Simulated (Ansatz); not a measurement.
Consider WSe2.

The calculation's input:

```
crystal:
  lattice:
    - [3.2702124402, 0.0, 0.0]
    - [-1.6351062201, 2.832087049, 0.0]
    - [0.0, 0.0, 16.6611439352]
  atoms:
    - { symbol: W, position: [0.0, 0.0, 0.0] }
    - { symbol: Se, position: [0.3199702871, 0.6666666667, 0.1003991023] }
    - { symbol: Se, position: [0.3466963796, 0.6666666667, 0.8996008977] }
basis:
  ecutwfc: 420
kpoints:
  mp_grid: { grid: [9, 9, 2] }
hamiltonian:
  xc: pbesol
  pseudopotentials: { kind: paw, azcp: { folder: soft_1 } }
scf:
  occupations: { method: gaussian, width: 0.05 }
output:
  forces: true
  stress: true
  eigenvalues: true
  write_density: true
  write_potential: true
  elf: true
  volumetric_format: npy
```

Command:

```sh
ansatz run input.yaml --threads 1 --pin off --max-ram 2048MiB --backend cpu --events-out ev --progress --plain --runs-dir out
```

Below, planes, directions and counts refer to the conventional cell (a = 3.27 Å, b = 5.66 Å, c = 16.66 Å, α = 90.00°, β = 90.00°, γ = 90.00°).

Space group C2; a structure from a database of computed crystals, not necessarily the ambient phase; not relaxed (largest force 0.4 eV/Å); PAW files of the earlier set (soft_1).

Computed with DFT PBEsol, scalar-relativistic, plane waves, PAW (Ansatz 0.2.0).

### What will maps of the valence pseudo-density and electron localisation function show?

W–Se (2.52 Å): ρ is about 0.56 e/Å³ halfway; the ELF is about 0.55 at the midpoint.
W–Se (2.52 Å): ρ at the midpoint is about 0.56 e/Å³; the ELF is about 0.55 at the midpoint.

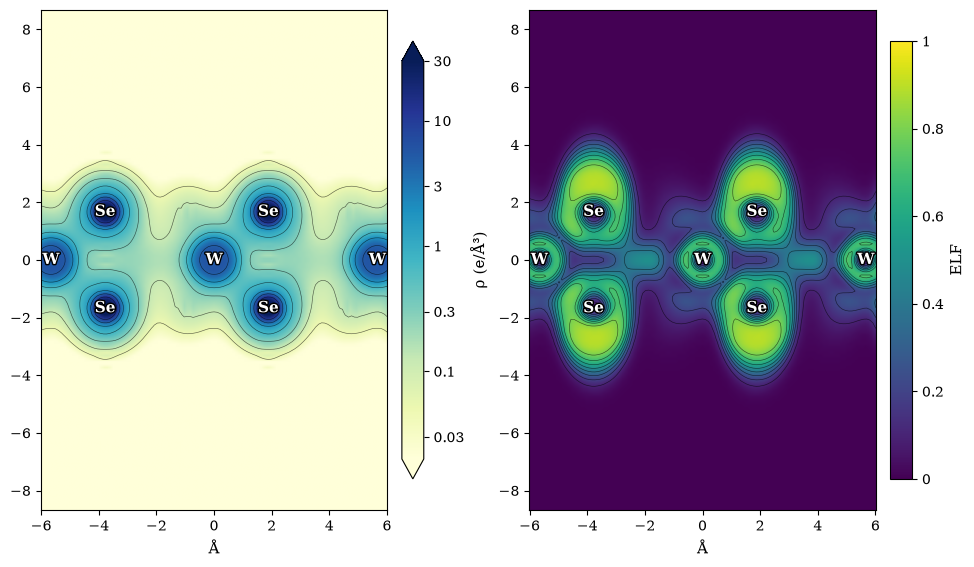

Computed valence pseudo-density and electron localisation function on the (100) plane of the conventional cell, in this order. 

The density is the valence pseudo-density of a PAW calculation; it isn't the true density close to the nuclei.
